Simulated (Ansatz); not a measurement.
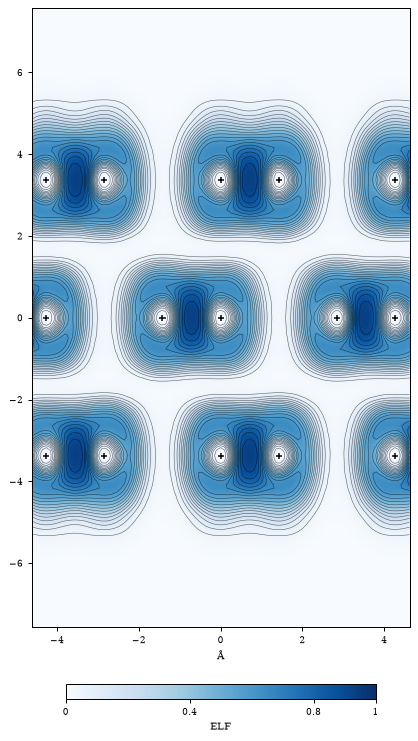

The electron localisation function on a plane through atoms (crosses mark nuclei in the plane).

Level of theory: DFT PBE+D3(BJ), scalar-relativistic, plane waves, PAW (Ansatz 0.2.0).

Candidates:
A. C (slab), a = 4.93 Å, b = 4.93 Å, c = 23.74 Å, α = 90.00°, β = 90.00°, γ = 120.00°. 
B. C24O (slab), a = 4.93 Å, b = 4.93 Å, c = 25.74 Å, α = 90.00°, β = 90.00°, γ = 120.00°. 

Q: Which system is this?

A: Candidate A: C on the (110) plane of the calculation cell, a cut from vacuum to vacuum, which holds C. C–C (1.42 Å): the ELF peaks at about 0.95 between the atoms: a covalent bond.
